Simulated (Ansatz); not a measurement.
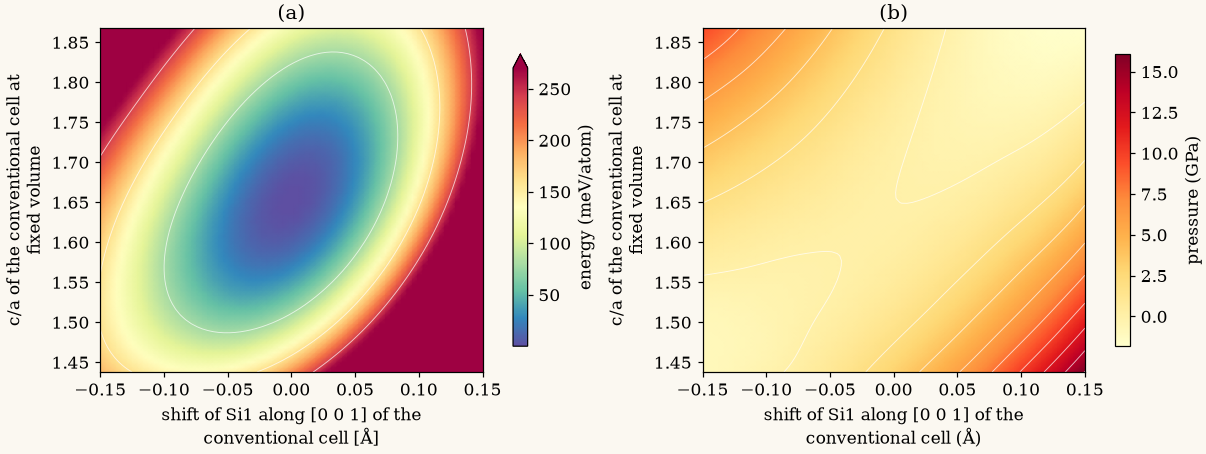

Si (P6_3/mmc, No. 194; 4 atoms in the cell). The energy is mapped over a free internal coordinate and the cell. First axis: shift of Si1 along [0 0 1] of the conventional cell, Cartesian (0 0 1), its symmetry partners moved as symmetry demands (measured in the relaxed cell). Second axis: c/a of the conventional cell at fixed volume. Nothing is relaxed (all other coordinates fixed). Grid: 11 × 11 points. Points are written as (first, second). Energies are in meV/atom, from the lowest grid point. The band gap closes in part of the range. Level of theory: DFT PBE, scalar-relativistic, plane waves, PAW (Ansatz). Settings: cutoff 420 eV, k-mesh 12×12×6 in the order of the run's cell vectors, gaussian smearing 0.05 eV, no spin polarisation.

Panel (a) is the energy and panel (b) the computed pressure on the same grid.

In the figure: a smooth colour map with a few white contour lines, one colour for all values above the top of the scale. Between grid points the surface is interpolated.

How does the pressure vary over the map, and what is it at the lowest grid point?

Answer. It runs from −1.8 GPa at (0.15 Å, 1.868) to 16.1 GPa at (0.15 Å, 1.438). At the lowest grid point, (0.00 Å, 1.653), it is 0.0 GPa.

PAW datasets: the set soft_1.
